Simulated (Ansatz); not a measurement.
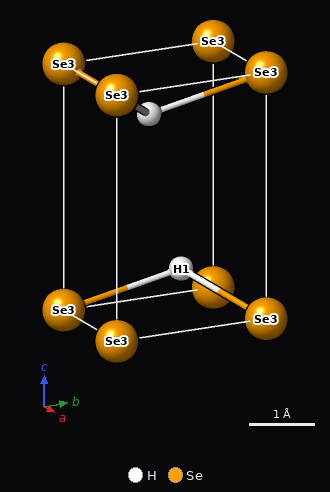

Figure 1. The input geometry (ball-and-stick view of the cell of the calculation, seen slightly off an axis; atoms are numbered from 1 in the order of the input). An atom can appear more than once, as a periodic image. Near neighbours in the periodic cell (some may lie outside the picture): H has 3 Se at 1.96 Å; Se has 6 H at 1.96 Å.

**Geometry relaxation, with input and output: H$_{2}$Se (part 1 of 2)**

System: H$_{2}$Se (P-3m1, 3 atoms in the cell).
Method: DFT PBE+D3(BJ), scalar-relativistic, plane waves, PAW, no spin polarisation (Ansatz 0.2.0).

The structure was made by a generator, so it may or may not be a known phase. Figures and captions count atoms from 1; the log counts them from 0 in places.

### What the program printed
```
Engine: ansatz 0.2.0, x86_64-unknown-linux-gnu
Pseudopotentials: kind: paw
Pseudopotential: H, paw, valence charge 1, recommended cutoff 420 eV (normal), H.paw.azcp
Pseudopotential: Se, paw, valence charge 16, recommended cutoff 420 eV (normal), Se.paw.azcp
Functional definition: PBE
  parameter kappa = 0.804
  parameter beta = 0.06672455060314922
  exchange = pbe_x(kappa = kappa, mu = beta*pi^2/3)
  correlation = pbe_c(beta = beta)
Crystal: 3 atoms, lattice volume = 35.209 Å³
Basis set: ecut = 420 eV, 709 PW (Γ), exchange–correlation on 48×48×54 points (8 copies of the dense FFT grid, shifted against one another)
Bands: 13, of which v1, the nominal top of the filled ones, is band 9 counted from 1 (8 counted from 0)
Symmetry: 12 space group operations
Space group: P-3m1 (ITA 164), of the structure as read, at distance tolerance 3.3e-5 Å
k-points: 394 of 3888
Non-local potential: H, projectors of the file, l = 0: 2, l = 1: 1
Non-local potential: Se, projectors of the file, l = 0: 2, l = 1: 2, l = 2: 3, l = 3: 1
PAW form: soft (Blöchl's): semilocal exchange-correlation on the pseudo side does not see the compensation charge
PAW one-centre angular grid: H, 110 points (default); XC on 64 Gauss nodes
PAW one-centre angular grid: Se, 590 points (default); XC on 64 Gauss nodes
Initial density: superposition of atomic densities (neutral atoms: chi_scale 0, normalization atom), corrected by the library's trained network
Initial wavefunctions: pseudopotential atomic-orbital guess
Functional: x = pbe(κ = 0.804, μ = 0.2195149727645171), c = pbe(β = 0.06672455060314922)
SCF iter   1: F=—  HF=-5499.244433 eV  |F-HF|=—  |Δ(HF+E_count)|=         —  Δρ=5.74e-3  dr2=1.15e-2  ethr=1.77e-3  ⟨swp⟩=5.1  Hψ=28127  notcnv=0
preconditioner: auto → LDOS  [metal: Δε(μ)=0.021 eV  Ē_g=12.337 eV  σ=0.100 eV  W_gap=0.12  n_scr=8 (ndim 8)  ℏωp=17.7 eV  f_vac=0.105  D(μ)=0.65/eV (n_scr^D=2)  β→1.0]
SCF iter   2: F=—  HF=-5499.241269 eV  |F-HF|=—  |Δ(HF+E_count)|=   3.16e-3  Δρ=1.43e-3  dr2=6.21e-4  ethr=6.37e-5  ⟨swp⟩=2.2  Hψ=10960  notcnv=0  defer=22
SCF iter   3: F=—  HF=-5499.241087 eV  |F-HF|=—  |Δ(HF+E_count)|=   1.82e-4  Δρ=1.83e-4  dr2=1.34e-5  ethr=3.45e-6  ⟨swp⟩=2.0  Hψ=8522  notcnv=0  defer=22
SCF iter   4: F=—  HF=-5499.241069 eV  |F-HF|=—  |Δ(HF+E_count)|=   1.78e-5  Δρ=6.79e-5  dr2=1.47e-6  ethr=7.44e-8  ⟨swp⟩=2.0  Hψ=8648  notcnv=0  defer=22
iter 5 did not close the SCF: its close was put off for the readings that it lacked (scf_convergence_deferred on its scf_iter line)
SCF iter   5: F=-5499.241068 eV  HF=-5499.241068 eV  |F-HF|=1.43e-8  |Δ(HF+E_count)|=   8.21e-7  Δρ=1.14e-5  dr2=2.52e-8  ethr=8.18e-9  ⟨swp⟩=2.0  Hψ=8640  notcnv=0  defer=22
SCF iter   6: F=-5499.241068 eV  HF=-5499.241068 eV  |F-HF|=1.24e-9  |Δ(HF+E_count)|=   3.09e-8  Δρ=2.02e-6  dr2=9.06e-10  ethr=1.40e-10  ⟨swp⟩=5.1  Hψ=28230  notcnv=0
SCF 1 converged in 6 iterations: F = -5499.241068 eV  dr2 = 9.06e-10
  greatest PAW one-centre occupation: 1.000 electrons in one spin orbital (limit 2), on the Se atom at site 2 (counted from 0), in its partial waves of l = 2
relax step   1: F+E_penalty+E_count = -5499.24106818 eV  Δ(F+E_penalty+E_count) = +0.000e0 eV  max|allowed force component| = 2.601e-2 eV/Å  Δτ_max = 0.0000 Å  P = +0.449 GPa  Ω = 35.209 Å³  (6 SCF iters, dr2 threshold 1.00e-7 eV, accepted)
Crystal: 3 atoms, lattice volume = 35.972 Å³
Basis set: ecut = 420 eV, 733 PW (Γ), exchange–correlation on 48×48×54 points (8 copies of the dense FFT grid, shifted against one another)
Initial density: handed on by an earlier stage of this run
Initial wavefunctions: those handed on with the density
iter 1 solved again at ethr=6.48e-6 eV; its pass at ethr=3.10e-3 eV (dr2=1.17e-3 eV) is discarded
SCF iter   1: F=—  HF=-5499.239720 eV  |F-HF|=—  |Δ(HF+E_count)|=         —  Δρ=2.01e-3  dr2=1.16e-3  ethr=6.48e-6  ⟨swp⟩=2.0  Hψ=34203  notcnv=0
preconditioner: auto → LDOS  [metal: Δε(μ)=0.006 eV  Ē_g=12.267 eV  σ=0.100 eV  W_gap=0.03  n_scr=8 (ndim 8)  ℏωp=17.5 eV  f_vac=0.132  D(μ)=0.74/eV (n_scr^D=2)  β→1.0]
SCF iter   2: F=—  HF=-5499.239602 eV  |F-HF|=—  |Δ(HF+E_count)|=   1.18e-4  Δρ=3.09e-4  dr2=2.82e-5  ethr=6.45e-6  ⟨swp⟩=2.1  Hψ=5944  notcnv=0
SCF iter   3: F=—  HF=-5499.239596 eV  |F-HF|=—  |Δ(HF+E_count)|=   5.38e-6  Δρ=6.31e-5  dr2=1.03e-6  ethr=1.57e-7  ⟨swp⟩=2.4  Hψ=7441  notcnv=0
SCF iter   4: F=-5499.239596 eV  HF=-5499.239597 eV  |F-HF|=1.42e-7  |Δ(HF+E_count)|=   1.23e-7  Δρ=1.89e-5  dr2=1.13e-7  ethr=1.67e-9  ⟨swp⟩=9.8  Hψ=44995  notcnv=0
SCF 2 converged in 4 iterations: F = -5499.239596 eV  dr2 = 1.13e-7
  Residual-converged pass: ⟨swp⟩=1.0  Hψ=6700  notcnv=0  max |occ|·‖R‖ = 7.1e-9 eV (tolerance 1.0e-8 eV)  dr2=1.13e-7  dr2_onsite=1.08e-7  max |Δocc| = 6.7e-11
relax step   2: F+E_penalty+E_count = -5499.23959642 eV  Δ(F+E_penalty+E_count) = +1.472e-3 eV  max|allowed force component| = 6.363e-2 eV/Å  Δτ_max = 0.0407 Å  P = -0.195 GPa  Ω = 35.972 Å³  energy of the carried Pulay correction = -4.889e-4 eV  (4 SCF iters, dr2 threshold 3.00e-7 eV, rejected (line search))
Crystal: 3 atoms, lattice volume = 35.564 Å³
Basis set: ecut = 420 eV, 721 PW (Γ), exchange–correlation on 48×48×54 points (8 copies of the dense FFT grid, shifted against one another)
iter 1 solved again at ethr=2.63e-6 eV; its pass at ethr=3.10e-3 eV (dr2=4.73e-4 eV) is discarded
SCF iter   1: F=—  HF=-5499.241895 eV  |F-HF|=—  |Δ(HF+E_count)|=         —  Δρ=1.33e-3  dr2=4.79e-4  ethr=2.63e-6  ⟨swp⟩=2.1  Hψ=33364  notcnv=0
preconditioner: auto → LDOS  [metal: Δε(μ)=0.021 eV  Ē_g=12.287 eV  σ=0.100 eV  W_gap=0.12  n_scr=8 (ndim 8)  ℏωp=17.6 eV  f_vac=0.114  D(μ)=0.65/eV (n_scr^D=2)  β→1.0]
SCF iter   2: F=—  HF=-5499.241843 eV  |F-HF|=—  |Δ(HF+E_count)|=   5.21e-5  Δρ=2.08e-4  dr2=1.37e-5  ethr=2.63e-6  ⟨swp⟩=2.0  Hψ=5899  notcnv=0
SCF iter   3: F=—  HF=-5499.241831 eV  |F-HF|=—  |Δ(HF+E_count)|=   1.12e-5  Δρ=3.98e-5  dr2=4.23e-7  ethr=7.61e-8  ⟨swp⟩=2.6  Hψ=7969  notcnv=0
SCF iter   4: F=—  HF=-5499.241831 eV  |F-HF|=—  |Δ(HF+E_count)|=   4.66e-8  Δρ=1.04e-5  dr2=3.54e-8  ethr=2.35e-9  ⟨swp⟩=2.0  Hψ=8667  notcnv=0
SCF iter   5: F=—  HF=-5499.241831 eV  |F-HF|=—  |Δ(HF+E_count)|=   2.87e-8  Δρ=2.07e-6  dr2=1.20e-9  ethr=1.97e-10  ⟨swp⟩=2.0  Hψ=8667  notcnv=0
SCF iter   6: F=—  HF=-5499.241831 eV  |F-HF|=—  |Δ(HF+E_count)|=  8.97e-10  Δρ=3.64e-7  dr2=3.57e-11  ethr=6.66e-12  ⟨swp⟩=2.0  Hψ=8666  notcnv=0
SCF iter   7: F=-5499.241831 eV  HF=-5499.241831 eV  |F-HF|=9.09e-13  |Δ(HF+E_count)|=  3.37e-11  Δρ=3.36e-8  dr2=2.31e-13  ethr=1.00e-12  ⟨swp⟩=5.0  Hψ=20583  notcnv=0
the search or the solves at the SCF's close seem to have found levels that the self-consistency loop had missed (the run counts 1). By its estimate they hold under 1e-12 electrons; where the run keeps them, the occupations were computed again with them
SCF 3 converged in 7 iterations: F = -5499.241831 eV  dr2 = 2.31e-13
relax step   3: F+E_penalty+E_count = -5499.24183127 eV  Δ(F+E_penalty+E_count) = -7.631e-4 eV  max|allowed force component| = 4.680e-3 eV/Å  Δτ_max = 0.0121 Å  P = +0.135 GPa  Ω = 35.564 Å³  energy of the carried Pulay correction = -2.288e-4 eV  (7 SCF iters, accepted)
Crystal: 3 atoms, lattice volume = 35.854 Å³
iter 1 solved again at ethr=3.72e-7 eV; its pass at ethr=3.10e-3 eV (dr2=6.70e-5 eV) is discarded
SCF iter   1: F=—  HF=-5499.241930 eV  |F-HF|=—  |Δ(HF+E_count)|=         —  Δρ=4.23e-4  dr2=5.33e-5  ethr=3.72e-7  ⟨swp⟩=2.2  Hψ=34433  notcnv=0
preconditioner: auto → LDOS  [metal: Δε(μ)=0.012 eV  Ē_g=12.272 eV  σ=0.100 eV  W_gap=0.06  n_scr=8 (ndim 8)  ℏωp=17.5 eV  f_vac=0.124  D(μ)=0.67/eV (n_scr^D=2)  β→1.0]
SCF iter   2: F=—  HF=-5499.241921 eV  |F-HF|=—  |Δ(HF+E_count)|=   8.58e-6  Δρ=6.01e-5  dr2=1.22e-6  ethr=2.96e-7  ⟨swp⟩=2.0  Hψ=6084  notcnv=0
SCF iter   3: F=-5499.241921 eV  HF=-5499.241921 eV  |F-HF|=3.83e-8  |Δ(HF+E_count)|=   4.09e-7  Δρ=1.49e-5  dr2=7.46e-8  ethr=8.03e-10  ⟨swp⟩=9.6  Hψ=43395  notcnv=0
SCF 4 converged in 3 iterations: F = -5499.241921 eV  dr2 = 7.46e-8
  Residual-converged pass: ⟨swp⟩=1.0  Hψ=6701  notcnv=0  max |occ|·‖R‖ = 7.1e-9 eV (tolerance 1.0e-8 eV)  dr2=7.46e-8  dr2_onsite=1.23e-8  max |Δocc| = 9.4e-11
relax step   4: F+E_penalty+E_count = -5499.24192142 eV  Δ(F+E_penalty+E_count) = -9.014e-5 eV  max|allowed force component| = 2.892e-3 eV/Å  Δτ_max = 0.0069 Å  P = +0.014 GPa  Ω = 35.854 Å³  energy of the carried Pulay correction = -4.137e-4 eV  (3 SCF iters, dr2 threshold 1.44e-7 eV, accepted)
Crystal: 3 atoms, lattice volume = 35.951 Å³
iter 1 solved again at ethr=3.00e-8 eV; its pass at ethr=3.10e-3 eV (dr2=5.40e-6 eV) is discarded
SCF iter   1: F=—  HF=-5499.241914 eV  |F-HF|=—  |Δ(HF+E_count)|=         —  Δρ=1.17e-4  dr2=3.95e-6  ethr=3.00e-8  ⟨swp⟩=3.4  Hψ=36369  notcnv=0
preconditioner: auto → LDOS  [metal: Δε(μ)=0.015 eV  Ē_g=12.266 eV  σ=0.100 eV  W_gap=0.09  n_scr=8 (ndim 8)  ℏωp=17.5 eV  f_vac=0.124  D(μ)=0.67/eV (n_scr^D=2)  β→1.0]
SCF iter   2: F=—  HF=-5499.241902 eV  |F-HF|=—  |Δ(HF+E_count)|=   1.13e-5  Δρ=1.75e-5  dr2=1.27e-7  ethr=2.20e-8  ⟨swp⟩=2.0  Hψ=6288  notcnv=0
SCF iter   3: F=—  HF=-5499.241902 eV  |F-HF|=—  |Δ(HF+E_count)|=   4.64e-8  Δρ=6.89e-6  dr2=1.99e-8  ethr=1.67e-10  ⟨swp⟩=9.4  Hψ=40248  notcnv=0
SCF iter   4: F=-5499.241902 eV  HF=-5499.241902 eV  |F-HF|=3.47e-9  |Δ(HF+E_count)|=   2.52e-8  Δρ=2.94e-6  dr2=3.24e-9  ethr=1.11e-10  ⟨swp⟩=7.9  Hψ=29659  notcnv=0
SCF 5 converged in 4 iterations: F = -5499.241902 eV  dr2 = 3.24e-9
relax step   5: F+E_penalty+E_count = -5499.24190230 eV  Δ(F+E_penalty+E_count) = +1.912e-5 eV  max|allowed force component| = 1.350e-4 eV/Å  Δτ_max = 0.0006 Å  P = +0.005 GPa  Ω = 35.951 Å³  energy of the carried Pulay correction = -4.758e-4 eV  (4 SCF iters, dr2 threshold 3.00e-8 eV, accepted)
Initial wavefunctions: pseudopotential atomic-orbital guess (no wavefunctions were taken with the density)
iter 1 solved again at ethr=3.19e-7 eV; its pass at ethr=3.10e-3 eV (dr2=5.74e-5 eV) is discarded
SCF iter   1: F=—  HF=-5499.239811 eV  |F-HF|=—  |Δ(HF+E_count)|=         —  Δρ=4.68e-4  dr2=2.11e-6  ethr=3.19e-7  ⟨swp⟩=2.4  Hψ=40152  notcnv=0
preconditioner: auto → LDOS  [metal: Δε(μ)=0.016 eV  Ē_g=12.267 eV  σ=0.100 eV  W_gap=0.09  n_scr=8 (ndim 8)  ℏωp=17.5 eV  f_vac=0.124  D(μ)=0.67/eV (n_scr^D=2)  β→1.0]
SCF iter   2: F=—  HF=-5499.242406 eV  |F-HF|=—  |Δ(HF+E_count)|=   2.59e-3  Δρ=2.22e-5  dr2=3.88e-7  ethr=1.17e-8  ⟨swp⟩=2.0  Hψ=6715  notcnv=0
SCF iter   3: F=—  HF=-5499.242405 eV  |F-HF|=—  |Δ(HF+E_count)|=   2.31e-7  Δρ=7.56e-6  dr2=1.73e-8  ethr=2.15e-9  ⟨swp⟩=2.0  Hψ=6521  notcnv=0
SCF iter   4: F=—  HF=-5499.242406 eV  |F-HF|=—  |Δ(HF+E_count)|=   3.21e-7  Δρ=1.62e-6  dr2=1.58e-9  ethr=9.61e-11  ⟨swp⟩=2.0  Hψ=8665  notcnv=0
SCF iter   5: F=—  HF=-5499.242406 eV  |F-HF|=—  |Δ(HF+E_count)|=  9.71e-10  Δρ=4.91e-7  dr2=7.17e-11  ethr=8.78e-12  ⟨swp⟩=2.0  Hψ=8677  notcnv=0
SCF iter   6: F=-5499.242406 eV  HF=-5499.242406 eV  |F-HF|=9.09e-13  |Δ(HF+E_count)|=  2.36e-11  Δρ=6.20e-8  dr2=9.52e-13  ethr=1.00e-12  ⟨swp⟩=5.2  Hψ=21051  notcnv=0
SCF 6 converged in 6 iterations: F = -5499.242406 eV  dr2 = 9.52e-13
relax step   6: F+E_penalty+E_count = -5499.24240568 eV  Δ(F+E_penalty+E_count) = -5.034e-4 eV  max|allowed force component| = 2.291e-4 eV/Å  Δτ_max = 0.0000 Å  P = +0.015 GPa  Ω = 35.951 Å³  stress off target by 3.39e-2 GPa  SCF on the basis re-selected at this cell (its energy is not comparable with the rows above)  (6 SCF iters)
```

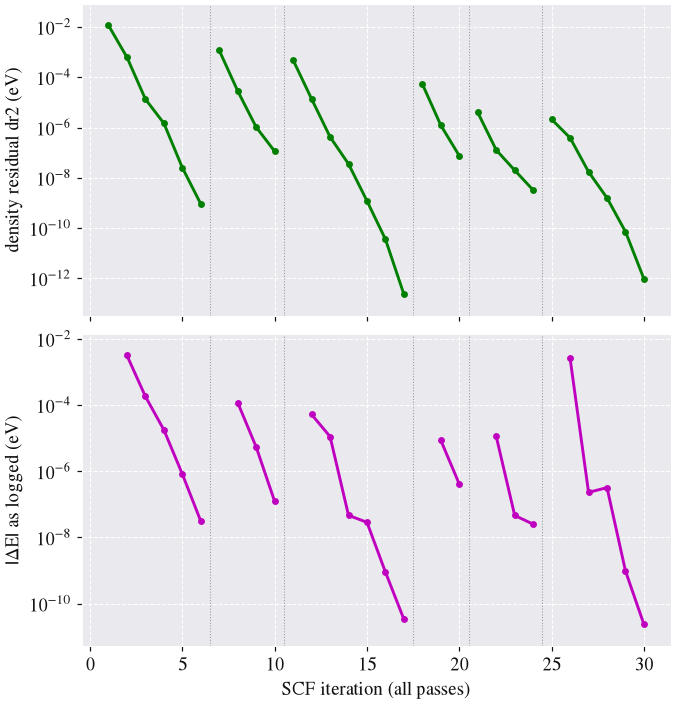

Figure 2. Convergence of the self-consistent field: density residual dr2 and size of the energy change against the SCF iteration. The dotted lines part the SCF passes of the relaxation: geometry steps, rejected trials and re-solves on a re-selected basis. The 6 passes take 3 to 7 iterations each, 30 in all.

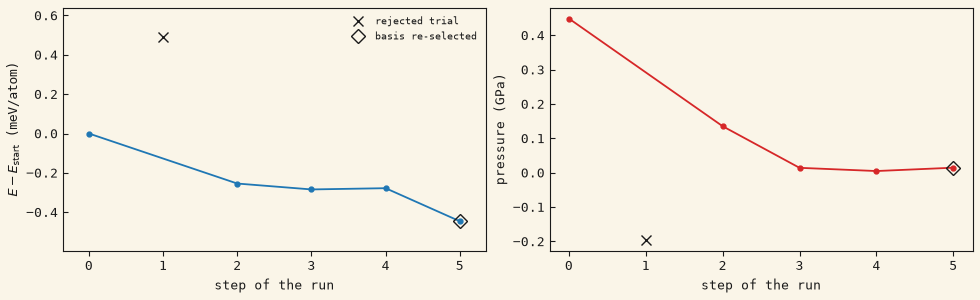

Figure 3. Progress of the relaxation, step by step (the first geometry is step 0 here and step 1 in the log).
